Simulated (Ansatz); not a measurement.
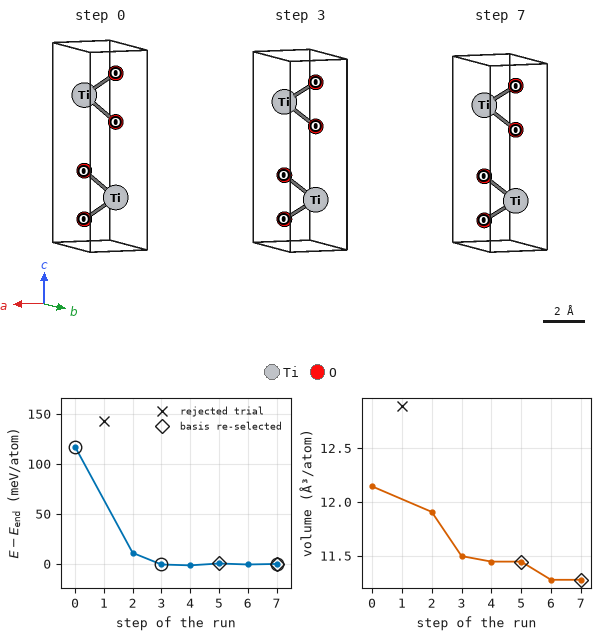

Frames of a relaxation of a crystal of TiO2 (a generated structure, set up in P6_3/mmc) (coarse preliminary run), marked on the history of the run. A ball-and-stick model of the cell of the calculation, seen from a free direction.

Level of theory: DFT PBE+D3(BJ), scalar-relativistic, plane waves, PAW in Ansatz. Set-up: plane-wave cutoff 420 eV; k-point mesh 6 × 6 × 2; occupations gaussian; smearing width 0.1 eV; collinear spin; cell and atoms relaxed; force threshold 0.04 eV/Å; at most 70 steps.

**What happens along the run?**

Over 4 accepted moves (7 points after the start) the energy falls by 117 meV per atom. The largest force component goes from 2.8 to 0.0066 eV/Å. The pressure goes from −14.14 to −0.01 GPa. The line search rejected the trial step at point 1 of the run. The SCF was repeated twice at an unchanged geometry on a basis and grid sized afresh for the cell, which shifted the energy by 1.9 meV per atom at most. The largest moves relative to the cell, 0.030 Å, are those of O atoms. Ti stays in place. Cell: a = b 2.877 → 2.871 Å (−0.2 %), c 10.166 → 9.478 Å (−6.8 %). Volume −7.1 %. Near-neighbour distances that change, for instance: O–Ti 2.071 → 2.002 Å, Ti–Ti 2.877 → 2.871 Å. Among the angles between lasting bonds that change: Ti–O–Ti 88.0° → 91.6°. The space group stays P6_3/mmc (No. 194). The program noted that the starting moments weren't kept. From step 0 to 3: O atoms move most (0.06 Å), volume −5.3 %, energy −118 meV per atom. From step 3 to 7: O atoms move most (0.03 Å), volume −1.9 %, energy +0.6 meV per atom.

```tsv
step	E − E(0), meV/atom	largest force component, eV/Å	pressure, GPa	volume, Å³/atom	note
0	0.00	2.8098	-14.14	12.145	
1	26.02	2.2723	-7.15	12.888	rejected
2	-106.02	0.8318	-5.63	11.908	
3	-117.64	0.1557	1.27	11.498	
4	-118.50	0.0153	-0.03	11.447	
5	-116.63	0.0152	-0.36	11.447	same geometry, new basis
6	-117.63	0.0064	0.06	11.278	
7	-117.08	0.0066	-0.01	11.278	same geometry, new basis
```
